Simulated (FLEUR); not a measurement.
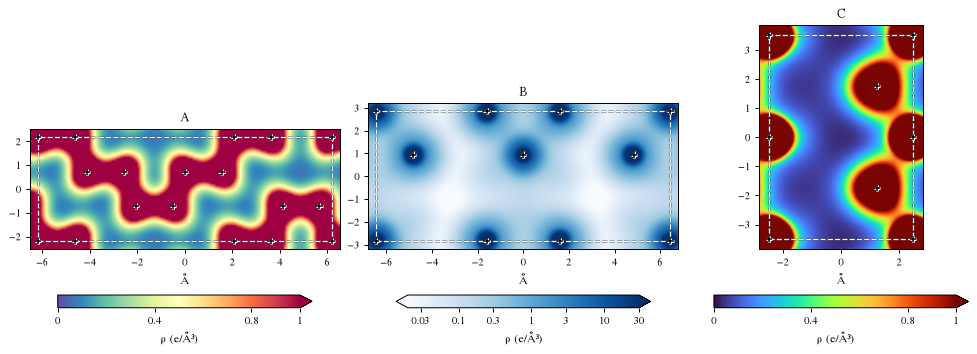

The total electron density of 3 systems, each on a plane through atoms (crosses mark nuclei in the plane).

Level of theory: FLEUR, Kohn-Sham DFT of a periodic cell, PBE, all-electron.

System 1: C, the (110) plane of the conventional cell. Space group P6₃/mmc.

```
C
1.0
     2.52210    0.00000    0.00000
    -1.26105    2.18420    0.00000
     0.00000    0.00000   12.35570
C
12
Direct
  0.66667 0.33333 0.35417
  0.33333 0.66667 0.85417
  0.66667 0.33333 0.14583
  0.33333 0.66667 0.64583
  0.66667 0.33333 0.47917
  0.33333 0.66667 0.97917
  0.66667 0.33333 0.02083
  0.33333 0.66667 0.52083
  0.00000 0.00000 0.81250
  0.00000 0.00000 0.31250
  0.00000 0.00000 0.68750
  0.00000 0.00000 0.18750
```

System 2: MoSe2, the (110) plane of the conventional cell. Space group P6₃/mmc.

System 3: MnS, the (011) plane of the conventional cell. Space group F-43m; a structure from a database of computed crystals, not necessarily the ambient phase; spin-polarised.

Question: Match each panel to its system.

Answer: Panel A is system 1, C: the plane holds C. C–C (1.54 Å): ρ is about 1.6 e/Å³ halfway. Panel B is system 2, MoSe2: the plane holds Mo and Se. Mo–Se (2.49 Å): ρ is about 0.56 e/Å³ halfway. Panel C is system 3, MnS: the plane holds Mn and S. Mn–S (2.14 Å): ρ is about 0.77 e/Å³ halfway.
